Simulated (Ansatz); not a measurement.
# TaH$_{5}$: what the fields show

Input

```
crystal:
  lattice:
    - [0.0, 2.4858384538, 2.4858384538]
    - [2.4858384538, 0.0, 2.4858384538]
    - [2.4858384538, 2.4858384538, 0.0]
  atoms:
    - { symbol: Ta, position: [0.0, 0.0, 0.0] }
    - { symbol: H, position: [0.25, 0.25, 0.25] }
    - { symbol: H, position: [0.6251603737, 0.6251603737, 0.6251603737] }
    - { symbol: H, position: [0.1245188788, 0.6251603737, 0.6251603737] }
    - { symbol: H, position: [0.6251603737, 0.6251603737, 0.1245188788] }
    - { symbol: H, position: [0.6251603737, 0.1245188788, 0.6251603737] }
basis:
  ecutwfc: 420
kpoints:
  mp_grid: { grid: [14, 14, 14] }
hamiltonian:
  xc: pbe
scf:
  occupations: { method: gaussian, width: 0.1 }
output:
  forces: true
  stress: true
  eigenvalues: true
  write_density: true
  write_potential: true
  elf: true
  volumetric_format: npy
relax:
  adjacent_minimum: "off"
  f_tol: 0.01
  max_steps: 80
  cell: { stress_tol: 0.05 }
```

Run with:

```sh
ansatz run input.yaml --threads 1 --pin off --max-ram 2560MiB --backend cpu --events-out ev --progress --plain --runs-dir out
```

Below, planes, directions and counts refer to the conventional cell (a = 4.97 Å, b = 4.97 Å, c = 4.97 Å, α = 90.00°, β = 90.00°, γ = 90.00°).

The fields are those of the run's last geometry, not of the input's.

Space group F-43m; a structure generated by program, which may or may not match a known phase.

All numbers below come from Ansatz 0.2.0, DFT PBE, scalar-relativistic, plane waves, PAW.

Core electrons are frozen (PAW), and the valence fields are smoothed inside the atomic spheres.

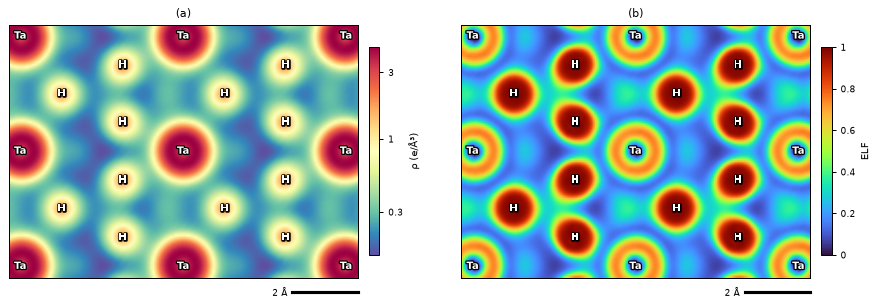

Figure 1. (a) valence charge density (pseudo); (b) electron localisation function on the (110) plane of the conventional cell.

Describe what can be read from this map.

Atoms in the plane: Ta and H.
Ta–H (2.06 Å): ρ at the midpoint is about 0.55 e/Å³; the ELF climbs to about 1 towards the hydrogen.
Ta–H (2.15 Å): ρ is about 0.42 e/Å³ halfway; the ELF climbs to about 1 towards the hydrogen.
Between the atoms the lowest density in this plane is 0.15 e/Å³.
The features right at Ta lie inside the PAW spheres, where the map follows smoothed inner orbitals and isn't to be read closely.

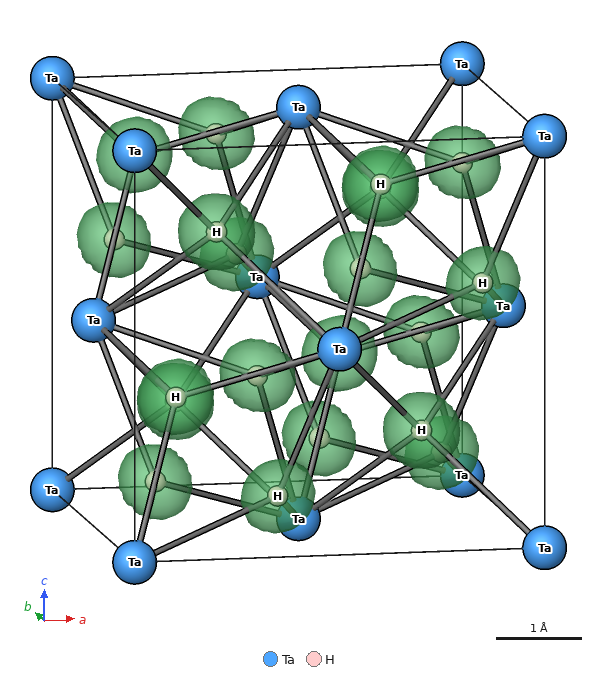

Figure 2. Isosurface of the ELF at 0.9 (green), seen at an oblique angle. Only the valence region is drawn (cores and ρ < 0.01 e/Å³ removed). Sticks mark near contacts.

What do the ELF domains correspond to?

The ELF exceeds this value in 20 regions around hydrogen nuclei, counted in one cell of 24 atoms. Regions shared between cells count once.

Does the calculation give a band gap?

It is gapless in this calculation (a metal or semimetal).
